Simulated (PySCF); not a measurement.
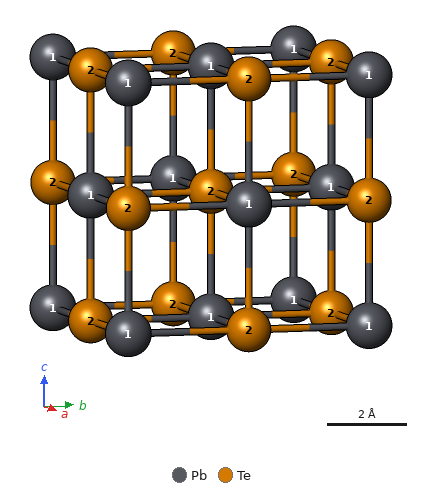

Figure 1. The structure (ball-and-stick view of the cell 4 times as large as that of the calculation, set on its symmetry axes, seen slightly off an axis; atoms are numbered from 1 in the order of the input). An atom can appear more than once, as a periodic image. Near neighbours in the periodic cell (some may lie outside the picture): Pb has 6 Te at 3.23 Å; Te has 6 Pb at 3.23 Å.

# PbTe: rpa calculation

PbTe (Fm-3m, 2 atoms in the cell), computed with Kohn-Sham DFT of a periodic cell in Gaussian orbitals, PBE, DZVP-MOLOPT-HYB/GTH-HYB (UZH), RPA, no spin polarisation (PySCF 2.14.0).

The structure derives from an entry of the Crystallography Open Database.

**What the program printed**
```
Discarded 0 diffused primitive functions, 0 contracted functions

******** <class 'pyscf.pbc.dft.krks.KRKS'> ********
method = KRKS
initial guess = minao
damping factor = 0
level_shift factor = 0
DIIS = <class 'pyscf.scf.diis.CDIIS'>
diis_start_cycle = 1
diis_space = 8
diis_damp = 0
SCF conv_tol = 1e-08
SCF conv_tol_grad = None
SCF max_cycles = 60
direct_scf = True
direct_scf_tol = 1e-13

******** PBC SCF flags ********
N kpts = 8
Exchange divergence treatment (exxdiv) = ewald
    madelung (= occupied orbital energy shift) = 0.18772860761737947
    Total energy shift due to Ewald probe charge = -1/2 * Nelec*madelung = -0.938643038087
DF object = <pyscf.pbc.df.df.GDF object>
XC functionals = pbe
small_rho_cutoff = 0
Uniform grid, mesh = [29 29 29]
Set gradient conv threshold to 0.0001

******** <class 'pyscf.pbc.df.rsdf_builder._RSNucBuilder'> ********
mesh = [13 13 13] (2197 PWs)
ke_cutoff = 9.530827210816636
omega = 0.39185047753980384
exclude_d_aux = False
exclude_dd_block = True
j2c_eig_always = False
has_long_range = True
nelec by numeric integration = 9.998424658815468
init E= -7.85646663064817

WARN: HOMO 0.206525736 == LUMO 0.206525736

nelec by numeric integration = 9.99999999999988
cycle= 1 E= -11.5773950098448  delta_E= -3.72  |g|= 1.24  |ddm|= 10.1
  HOMO = 0.16276329218  LUMO = 0.213450375714  gap/eV = 1.37927
nelec by numeric integration = 9.999999999999808
cycle= 2 E= -11.5964384361019  delta_E= -0.019  |g|= 1.23  |ddm|= 12.8
  HOMO = 0.202084911008  LUMO = 0.216569549991  gap/eV = 0.39415
nelec by numeric integration = 9.999999999999819
cycle= 3 E= -11.7177823732443  delta_E= -0.121  |g|= 0.137  |ddm|= 4.44
  HOMO = 0.20237361379  LUMO = 0.213846201057  gap/eV = 0.31219
nelec by numeric integration = 9.999999999999819
cycle= 4 E= -11.7192593575876  delta_E= -0.00148  |g|= 0.00274  |ddm|= 0.502
  HOMO = 0.202485354092  LUMO = 0.214026098362  gap/eV = 0.31404
nelec by numeric integration = 9.999999999999817
cycle= 5 E= -11.7192599055413  delta_E= -5.48e-07  |g|= 0.000428  |ddm|= 0.0112
  HOMO = 0.20246291646  LUMO = 0.214049563034  gap/eV = 0.31529
nelec by numeric integration = 9.999999999999817
cycle= 6 E= -11.7192599202078  delta_E= -1.47e-08  |g|= 2.98e-05  |ddm|= 0.00161
  HOMO = 0.202463737356  LUMO = 0.214050145874  gap/eV = 0.31528
nelec by numeric integration = 9.999999999999819
cycle= 7 E= -11.7192599202747  delta_E= -6.69e-11  |g|= 8.54e-07  |ddm|= 0.000102
  HOMO = 0.202463788079  LUMO = 0.214050206245  gap/eV = 0.31528
```

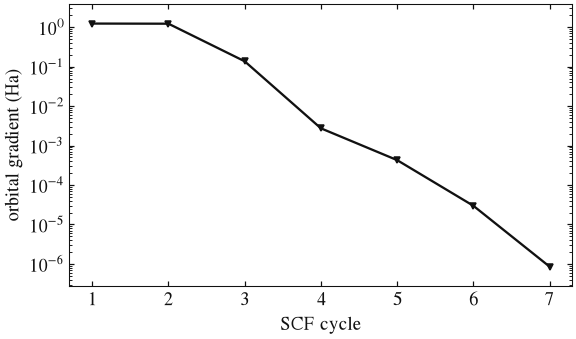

Figure 2. Convergence of the self-consistent field: orbital gradient against the SCF cycle. The residual falls at every step.

```
nelec by numeric integration = 9.999999999999817
Extra cycle  E= -11.7192599202747  delta_E= -3.73e-14  |g|= 3.27e-07  |ddm|= 3.39e-06
converged SCF energy = -11.7192599202747
fit functions by k pair: [250]
levels (eV)
k  0.0000  0.0000  0.0000   -6.655 -0.369 4.132 4.132 4.132 9.601 9.601 9.601 11.512 11.512
k  0.0000  0.0000  0.5000   -4.893 -3.730 4.588 4.588 5.509 5.825 6.221 6.221 15.113 17.655
k  0.0000  0.5000  0.0000   -4.893 -3.730 4.588 4.588 5.509 5.825 6.221 6.221 15.113 17.655
k  0.0000  0.5000  0.5000   -4.838 -2.342 0.657 2.482 2.482 8.645 11.089 11.089 12.195 15.985
k  0.5000 -0.0000  0.0000   -4.893 -3.730 4.588 4.588 5.509 5.825 6.221 6.221 15.113 17.655
k  0.5000 -0.0000  0.5000   -4.838 -2.342 0.657 2.482 2.482 8.645 11.089 11.089 12.195 15.985
k  0.5000  0.5000  0.0000   -4.838 -2.342 0.657 2.482 2.482 8.645 11.089 11.089 12.195 15.985
k  0.5000  0.5000  0.5000   -4.893 -3.730 4.588 4.588 5.509 5.825 6.221 6.221 15.113 17.655
Mulliken charges [ 0.11784 -0.11784]

******** <class 'pyscf.pbc.gw.krpa.KRPA'> ********
method = KRPA
RPA nocc = 5, nvir = 21, nkpts = 8
grid type = legendre
outcore mode = False
RPA finite size corrections = False
ACFD exchange energy = False

******** <class 'pyscf.pbc.gw.krpa.KRPA'> ********
method = KRPA
RPA nocc = 5, nvir = 21, nkpts = 8
grid type = legendre
outcore mode = False
RPA finite size corrections = True
ACFD exchange energy = False
```

The run was set up as follows.

**Input**
```python
import json
import numpy as np
from pyscf.pbc import gto, scf, dft, df

cell = gto.Cell()
cell.basis = {'Pb': 'DZVP-MOLOPT-HYB-GTH-q4', 'Te': 'DZVP-MOLOPT-HYB-GTH-q6'}
cell.pseudo = {'Pb': 'GTH-HYB-q4', 'Te': 'GTH-HYB-q6'}
cell.fromfile('TePb.cif')
cell.ke_cutoff = 50  # hartree
cell.exp_to_discard = 0.02
cell.precision = 1e-08
cell.max_memory = 5040  # MB
cell.verbose = 4
cell.build()

res = {}
kpts = cell.make_kpts([2, 2, 2])
mf = dft.KRKS(cell, kpts, xc='pbe')
mf = mf.density_fit()
mf.with_df._cderi = 'cderi.h5'  # three-centre integrals saved by an earlier run on this cell, basis and mesh
mf.grids = dft.gen_grid.UniformGrids(cell)
mf.conv_tol = 1e-08
mf.max_cycle = 60

mf.kernel()
res.update(converged=bool(mf.converged), e_tot=mf.e_tot, nelec=cell.nelectron, nao=cell.nao, mesh=list(map(int, cell.mesh)), a=cell.lattice_vectors().tolist(), coords=cell.atom_coords().tolist(),
           mo_energy=[np.real(x).tolist() for x in mf.mo_energy], mo_occ=[np.real(x).tolist() for x in mf.mo_occ])
import h5py
print('fit functions by k pair:', sorted({v['0'].shape[0] for v in h5py.File(mf.with_df._cderi)['j3c'].values()}))
res.update(kpts=cell.get_scaled_kpts(kpts).tolist())
res['parts'] = {k: float(np.real(v)) for k, v in mf.scf_summary.items() if np.isscalar(v)}
json.dump(res, open('results.json', 'w'))
if not mf.converged:
    raise SystemExit('SCF not converged')

print('levels (eV)')
for i, kp in enumerate(res['kpts'][:40]):
    print('k %7.4f %7.4f %7.4f  ' % tuple(kp), ' '.join('%.3f' % (x * 27.211386) for x in res['mo_energy'][i][:10]))

# Mulliken populations
dm, s = np.asarray(mf.make_rdm1()), np.asarray(mf.get_ovlp())
sites = cell.aoslice_by_atom()[:, 2:]
tot = np.einsum('kij,kji->i', dm, s).real / len(kpts)
res['mulliken'] = [cell.atom_charge(i) - tot[a0:a1].sum() for i, (a0, a1) in enumerate(sites)]
print('Mulliken charges', np.round(res['mulliken'], 5))

from pyscf.pbc.gw.krpa import KRPA
rpa = KRPA(mf)
rpa.kernel()
res.update(e_corr=rpa.e_corr, e_hf=rpa.e_hf, e_rpa=rpa.e_tot)
rpa.fc = True  # again, with the correction for q -> 0
rpa.kernel()
res['e_corr_fc'] = rpa.e_corr
res['done'] = True
json.dump(res, open('results.json', 'w'))
```

**File TePb.cif**
```
data_TePb
_cell_length_a 4.56932402
_cell_length_b 4.56932402
_cell_length_c 4.56932402
_cell_angle_alpha 60.00000000
_cell_angle_beta 60.00000000
_cell_angle_gamma 60.00000000
_space_group_name_H-M_alt 'P1'
_space_group_name_Hall 'P 1'
_space_group_IT_number 1
loop_
_space_group_symop_operation_xyz
'x,y,z'
loop_
_atom_site_label
_atom_site_type_symbol
_atom_site_symmetry_multiplicity
_atom_site_Wyckoff_symbol
_atom_site_fract_x
_atom_site_fract_y
_atom_site_fract_z
_atom_site_occupancy
Pb1 Pb 1 a 0.0000000000 0.0000000000 0.0000000000 1
Te1 Te 1 a 0.5000000000 0.5000000000 0.5000000000 1
```

Launch command:
```bash
OMP_NUM_THREADS=4 python -u run.py > log
```

**Summary**

| quantity | value |
| --- | --- |
| outcome | converged |
| space group (tolerance 0.01 Å) | Fm-3m (225) |
| electrons treated | 10 |
| free energy | −318.8973 eV |
| total energy | −318.8973 eV |
| Fermi energy | 5.509 eV |
| gap on the k-point mesh | 0.32 eV |
| hardware | 4 threads of Arm Neoverse V1, 24 GiB of memory available, shared host |
| wall time | 33 s (CPU time 78 s) |
| peak memory | 0.48 GiB |

**Remarks**

Further notes kept with the run: HOMO # == LUMO #. Points of doubt noted for this run: coarse mesh; small mesh and basis. So coarse a mesh can miss the band edges, so the true gap of this method can be much smaller, or zero. Spin–orbit coupling is left out, which matters for Pb. The k-point mesh is coarse for a cell of this size, so the results may not be converged.
